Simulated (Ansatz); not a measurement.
**Run report: Si₁₂O₂₃ (charge +2), field-gradient calculation (part 2 of 2)**

Continued. System: Si₁₂O₂₃ (defect cell, 35 atoms in the cell, total charge +2). Method: DFT, PBE, plane waves, PAW, no spin polarisation (Ansatz 0.2.0); cutoff 930 eV, 1×1×1 k-mesh, Fermi–Dirac smearing of 0.01 eV. The structure derives from a Materials Project entry. The settings are looser than a standard set-up, so the numbers are not reference values.

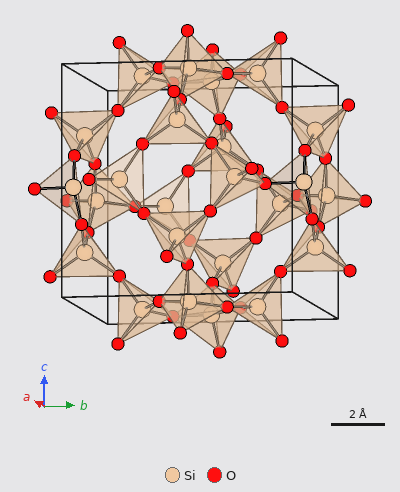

**Figure 1.** The structure (polyhedral view of the cell of the calculation, seen at an oblique angle; polyhedra are completed across the faces of the cell).

### Output, continued
```
--- Forces (eV/Å), atoms counted from 1 ---
  atom   1  Si     0.82024831    -1.16844390     0.24814611
  atom   2  Si    -0.01023088    -0.09784910     0.07794315
  atom   3  Si     1.49010480     1.35552659    -0.36652220
  atom   4  Si     0.17051968     0.01859437     0.12105618
  atom   5  Si    -0.72111766     0.12308532    -1.07487713
  atom   6  Si    -0.39182627     1.14715167     0.82433077
  atom   7  Si     0.09784910     0.01023088     0.07794315
  atom   8  Si     1.16844390    -0.82024831     0.24814611
  atom   9  Si    -0.01859437    -0.17051968     0.12105618
  atom  10  Si    -1.35552659    -1.49010480    -0.36652220
  atom  11  Si    -0.12308532     0.72111766    -1.07487713
  atom  12  Si    -1.14715167     0.39182627     0.82433077
  atom  13  O     -0.18122494     0.18122494     0.06669148
  atom  14  O     -0.03385481    -0.00556829     0.35930260
  atom  15  O     -0.15683012     0.05544391     0.03246661
  atom  16  O      0.00556829     0.03385481     0.35930260
  atom  17  O     -0.05544391     0.15683012     0.03246661
  atom  18  O     -0.05789885     0.05789885    -0.04727505
  atom  19  O      0.12636450    -0.12636450     0.05437130
  atom  20  O      0.16073787    -0.03406912     0.39452611
  atom  21  O     -0.41549677    -1.65767900    -0.57366925
  atom  22  O      0.03406912    -0.16073787     0.39452611
  atom  23  O      1.65767900     0.41549677    -0.57366925
  atom  24  O     -1.33195518     0.50035718    -0.13061977
  atom  25  O      0.08644944     0.18339223    -0.12381268
  atom  26  O      0.17231130     0.03007221    -0.39885248
  atom  27  O     -0.04209230     0.25793921     0.03508154
  atom  28  O      0.14336256     0.02019441    -0.43009088
  atom  29  O      1.57266410     0.67208444     0.96868936
  atom  30  O     -0.18339223    -0.08644944    -0.12381268
  atom  31  O     -0.50035718     1.33195518    -0.13061977
  atom  32  O     -0.67208444    -1.57266410     0.96868936
  atom  33  O     -0.02019441    -0.14336256    -0.43009088
  atom  34  O     -0.25793921     0.04209230     0.03508154
  atom  35  O     -0.03007221    -0.17231130    -0.39885248
  max |Σ_I F_I| component: 1.61e-5 eV/Å
--- Stress (GPa, compression-positive) ---
        2.829043      -0.948808      -0.010694
       -0.948808       2.829043       0.010694
       -0.010694       0.010694       3.039683
  P = ⅓ Tr σ = 2.8993 GPa (28.993 kbar)
--- PAW observables at the nuclei: V_zz in 10²¹ V/m², potentials from the cell's mean, atoms counted from 1 ---
  atom   1  Si V_zz =    -0.942024   η = 0.8457   by run symmetry: allowed
            electrostatic potential = -1350.373665 V   contact ρ = 12859.300053 e/Å³
  atom   2  Si V_zz =    -0.783549   η = 0.0510   by run symmetry: allowed
            electrostatic potential = -1350.801656 V   contact ρ = 12859.212447 e/Å³
  atom   3  Si V_zz =    +5.127425   η = 0.1847   by run symmetry: allowed
            electrostatic potential = -1349.034776 V   contact ρ = 12862.190895 e/Å³
  atom   4  Si V_zz =    -0.757792   η = 0.0157   by run symmetry: allowed
            electrostatic potential = -1350.680087 V   contact ρ = 12859.243368 e/Å³
  atom   5  Si V_zz =    +1.001190   η = 0.8731   by run symmetry: allowed
            electrostatic potential = -1350.476540 V   contact ρ = 12859.294760 e/Å³
  atom   6  Si V_zz =    -0.933103   η = 0.8797   by run symmetry: allowed
            electrostatic potential = -1350.457316 V   contact ρ = 12859.300169 e/Å³
  atom   7  Si V_zz =    -0.783549   η = 0.0510   by run symmetry: allowed
            electrostatic potential = -1350.801656 V   contact ρ = 12859.212447 e/Å³
  atom   8  Si V_zz =    -0.942024   η = 0.8457   by run symmetry: allowed
            electrostatic potential = -1350.373665 V   contact ρ = 12859.300053 e/Å³
  atom   9  Si V_zz =    -0.757792   η = 0.0157   by run symmetry: allowed
            electrostatic potential = -1350.680087 V   contact ρ = 12859.243368 e/Å³
  atom  10  Si V_zz =    +5.127425   η = 0.1847   by run symmetry: allowed
            electrostatic potential = -1349.034776 V   contact ρ = 12862.190895 e/Å³
  atom  11  Si V_zz =    +1.001190   η = 0.8731   by run symmetry: allowed
            electrostatic potential = -1350.476540 V   contact ρ = 12859.294760 e/Å³
  atom  12  Si V_zz =    -0.933103   η = 0.8797   by run symmetry: allowed
            electrostatic potential = -1350.457316 V   contact ρ = 12859.300169 e/Å³
  atom  13  O  V_zz =    +8.537542   η = 0.2450   by run symmetry: allowed   C_q = -5.2807 MHz
            electrostatic potential = -614.967170 V   contact ρ = 2155.846270 e/Å³
  atom  14  O  V_zz =    +9.475620   η = 0.2105   by run symmetry: allowed   C_q = -5.8609 MHz
            electrostatic potential = -615.253806 V   contact ρ = 2155.427601 e/Å³
  atom  15  O  V_zz =    +9.790316   η = 0.0542   by run symmetry: allowed   C_q = -6.0555 MHz
            electrostatic potential = -615.105374 V   contact ρ = 2155.383410 e/Å³
  atom  16  O  V_zz =    +9.475620   η = 0.2105   by run symmetry: allowed   C_q = -5.8609 MHz
            electrostatic potential = -615.253806 V   contact ρ = 2155.427601 e/Å³
  atom  17  O  V_zz =    +9.790316   η = 0.0542   by run symmetry: allowed   C_q = -6.0555 MHz
            electrostatic potential = -615.105374 V   contact ρ = 2155.383410 e/Å³
  atom  18  O  V_zz =    +9.285642   η = 0.1353   by run symmetry: allowed   C_q = -5.7434 MHz
            electrostatic potential = -614.951564 V   contact ρ = 2155.575254 e/Å³
  atom  19  O  V_zz =    +9.198942   η = 0.1490   by run symmetry: allowed   C_q = -5.6897 MHz
            electrostatic potential = -615.293047 V   contact ρ = 2155.530889 e/Å³
  atom  20  O  V_zz =    +9.531050   η = 0.1210   by run symmetry: allowed   C_q = -5.8952 MHz
            electrostatic potential = -615.156389 V   contact ρ = 2155.449152 e/Å³
  atom  21  O  V_zz =   +10.443965   η = 0.3485   by run symmetry: allowed   C_q = -6.4598 MHz
            electrostatic potential = -614.145608 V   contact ρ = 2156.197233 e/Å³
  atom  22  O  V_zz =    +9.531050   η = 0.1210   by run symmetry: allowed   C_q = -5.8952 MHz
            electrostatic potential = -615.156389 V   contact ρ = 2155.449152 e/Å³
  atom  23  O  V_zz =   +10.443965   η = 0.3485   by run symmetry: allowed   C_q = -6.4598 MHz
            electrostatic potential = -614.145608 V   contact ρ = 2156.197233 e/Å³
  atom  24  O  V_zz =    +9.866262   η = 0.6127   by run symmetry: allowed   C_q = -6.1025 MHz
            electrostatic potential = -614.025226 V   contact ρ = 2156.535331 e/Å³
  atom  25  O  V_zz =    +8.904342   η = 0.2222   by run symmetry: allowed   C_q = -5.5075 MHz
            electrostatic potential = -615.147551 V   contact ρ = 2155.667427 e/Å³
  atom  26  O  V_zz =    +9.344001   η = 0.1434   by run symmetry: allowed   C_q = -5.7795 MHz
            electrostatic potential = -615.172870 V   contact ρ = 2155.471246 e/Å³
  atom  27  O  V_zz =    +9.156455   η = 0.3328   by run symmetry: allowed   C_q = -5.6635 MHz
            electrostatic potential = -614.921891 V   contact ρ = 2155.689708 e/Å³
  atom  28  O  V_zz =    +9.033311   η = 0.3641   by run symmetry: allowed   C_q = -5.5873 MHz
            electrostatic potential = -615.009349 V   contact ρ = 2155.675956 e/Å³
  atom  29  O  V_zz =   +11.137699   η = 0.1743   by run symmetry: allowed   C_q = -6.8889 MHz
            electrostatic potential = -614.320935 V   contact ρ = 2155.714763 e/Å³
  atom  30  O  V_zz =    +8.904342   η = 0.2222   by run symmetry: allowed   C_q = -5.5075 MHz
            electrostatic potential = -615.147551 V   contact ρ = 2155.667427 e/Å³
  atom  31  O  V_zz =    +9.866262   η = 0.6127   by run symmetry: allowed   C_q = -6.1025 MHz
            electrostatic potential = -614.025226 V   contact ρ = 2156.535331 e/Å³
  atom  32  O  V_zz =   +11.137699   η = 0.1743   by run symmetry: allowed   C_q = -6.8889 MHz
            electrostatic potential = -614.320935 V   contact ρ = 2155.714763 e/Å³
  atom  33  O  V_zz =    +9.033311   η = 0.3641   by run symmetry: allowed   C_q = -5.5873 MHz
            electrostatic potential = -615.009349 V   contact ρ = 2155.675956 e/Å³
  atom  34  O  V_zz =    +9.156455   η = 0.3328   by run symmetry: allowed   C_q = -5.6635 MHz
            electrostatic potential = -614.921891 V   contact ρ = 2155.689708 e/Å³
  atom  35  O  V_zz =    +9.344001   η = 0.1434   by run symmetry: allowed   C_q = -5.7795 MHz
            electrostatic potential = -615.172870 V   contact ρ = 2155.471246 e/Å³
--- Band table (eV) ---
  k-point 0: bands = ["-20.9303", "-20.6628", "-20.3478", "-20.3452", "-20.0710", "-20.0292", "-19.9668", "-19.6606", "-19.6603", "-19.5601", "-19.4788", "-19.1184", "-19.0572", "-19.0345", "-18.9558", "-18.7021", "-18.6277", "-18.6218", "-18.5771", "-18.5427", "-18.5106", "-18.4829", "-18.4386", "-11.1803", "-10.3243", "-9.8903", "-9.6650", "-9.2385", "-9.1211", "-8.9489", "-8.8643", "-8.8281", "-7.6941", "-7.6229", "-7.2822", "-7.2507", "-7.1882", "-7.0671", "-6.9109", "-6.7816", "-6.7659", "-6.7366", "-6.5985", "-6.5645", "-6.5627", "-6.0582", "-5.5381", "-4.8693", "-4.8010", "-4.5543", "-4.4815", "-4.3341", "-4.2828", "-4.2071", "-4.1852", "-4.0343", "-3.9131", "-3.8866", "-3.7186", "-3.6684", "-3.5900", "-3.5024", "-3.3930", "-3.3560", "-3.3368", "-3.2968", "-3.2731", "-3.2415", "-3.2090", "-3.1930", "-3.1322", "-3.1160", "-3.0163", "-2.9550", "-2.7711", "-2.7658", "-2.7454", "-2.6091", "-2.4956", "-2.4403", "-2.4291", "-2.2845", "-2.2379", "-2.1857", "-2.0721", "-1.9923", "-1.7876", "-1.7817", "-1.3982", "-1.3538", "-1.3487", "-1.3174", "-1.2750", "2.6906", "4.8423", "5.2731", "5.3354", "6.5688", "6.7629", "7.0527", "7.1635", "7.3256", "7.3432", "7.4704", "7.5111", "7.6727", "7.8418", "7.8911", "8.2061", "8.2391", "8.2816", "8.3235", "8.3703", "8.4259", "8.7847", "8.8436", "8.9074", "9.0787", "9.2003", "9.4020", "9.4181", "9.4355", "9.4581", "9.4881", "9.5288", "9.5495", "9.6933"]
--- Löwdin populations: 35 sites ---
  site symbol       q [e]
     0     Si      2.0840
     1     Si      2.0876
     2     Si      2.3478
     3     Si      2.0811
     4     Si      2.0842
     5     Si      2.0839
     6     Si      2.0876
     7     Si      2.0840
     8     Si      2.0811
     9     Si      2.3478
    10     Si      2.0842
    11     Si      2.0839
    12      O      6.7720
    13      O      6.8051
    14      O      6.8111
    15      O      6.8051
    16      O      6.8111
    17      O      6.8012
    18      O      6.8005
    19      O      6.7996
    20      O      6.7603
    21      O      6.7996
    22      O      6.7603
    23      O      6.7457
    24      O      6.7871
    25      O      6.8031
    26      O      6.7897
    27      O      6.7865
    28      O      6.7791
    29      O      6.7871
    30      O      6.7457
    31      O      6.7791
    32      O      6.7865
    33      O      6.7897
    34      O      6.8031
  spilling = 0.012796 (of n_electrons = 184.000000)
```

### File populations.tsv
```
# site	symbol	l	j	q
# orbitals = lowdin
# n_electrons = 184.000000
# spilling = 0.012796
0	Si	0_3S	-	0.604971
0	Si	1_3P	-	1.479073
1	Si	0_3S	-	0.604410
1	Si	1_3P	-	1.483219
2	Si	0_3S	-	0.761139
2	Si	1_3P	-	1.586638
3	Si	0_3S	-	0.603428
3	Si	1_3P	-	1.477664
4	Si	0_3S	-	0.605402
4	Si	1_3P	-	1.478784
5	Si	0_3S	-	0.604909
5	Si	1_3P	-	1.478956
6	Si	0_3S	-	0.604410
6	Si	1_3P	-	1.483219
7	Si	0_3S	-	0.604971
7	Si	1_3P	-	1.479073
8	Si	0_3S	-	0.603428
8	Si	1_3P	-	1.477664
9	Si	0_3S	-	0.761139
9	Si	1_3P	-	1.586638
10	Si	0_3S	-	0.605402
10	Si	1_3P	-	1.478784
11	Si	0_3S	-	0.604909
11	Si	1_3P	-	1.478956
12	O	0_2S	-	1.601015
12	O	1_2P	-	5.170964
13	O	0_2S	-	1.596263
13	O	1_2P	-	5.208864
14	O	0_2S	-	1.595809
14	O	1_2P	-	5.215337
15	O	0_2S	-	1.596263
15	O	1_2P	-	5.208864
16	O	0_2S	-	1.595809
16	O	1_2P	-	5.215337
17	O	0_2S	-	1.598106
17	O	1_2P	-	5.203056
18	O	0_2S	-	1.598025
18	O	1_2P	-	5.202461
19	O	0_2S	-	1.596214
19	O	1_2P	-	5.203374
20	O	0_2S	-	1.603429
20	O	1_2P	-	5.156856
21	O	0_2S	-	1.596214
21	O	1_2P	-	5.203374
22	O	0_2S	-	1.603429
22	O	1_2P	-	5.156856
23	O	0_2S	-	1.608233
23	O	1_2P	-	5.137440
24	O	0_2S	-	1.599197
24	O	1_2P	-	5.187868
25	O	0_2S	-	1.596889
25	O	1_2P	-	5.206186
26	O	0_2S	-	1.599398
26	O	1_2P	-	5.190325
27	O	0_2S	-	1.599033
27	O	1_2P	-	5.187507
28	O	0_2S	-	1.596371
28	O	1_2P	-	5.182763
29	O	0_2S	-	1.599197
29	O	1_2P	-	5.187868
30	O	0_2S	-	1.608233
30	O	1_2P	-	5.137440
31	O	0_2S	-	1.596371
31	O	1_2P	-	5.182763
32	O	0_2S	-	1.599033
32	O	1_2P	-	5.187507
33	O	0_2S	-	1.599398
33	O	1_2P	-	5.190325
34	O	0_2S	-	1.596889
34	O	1_2P	-	5.206186
```

### Summary

| quantity | value |
| --- | --- |
| outcome | converged |
| electrons treated | 184 |
| free energy | −20715.1103 eV |
| Fermi energy | −1.296 eV |
| pressure | 2.90 GPa |
| field gradient V_zz (10²¹ V/m²) | Si −0.94, Si −0.78, Si 5.13, Si −0.76, Si 1.00, Si −0.93, Si −0.78, Si −0.94 (the first 8 of 35 sites) |
| largest force (length of the vector) | 2.047 eV/Å |
| wall time | 91 s |
| peak memory | 1.7 GiB |

### Notes

Settings chosen away from the usual ones: hamiltonian.pseudopotentials = {"kind": "paw", "source": "ansatz"}, kpoints.mp_grid.grid = [1, 1, 1]. These settings are looser than, or depart from, a standard set-up, so the numbers are not reference values for this system.
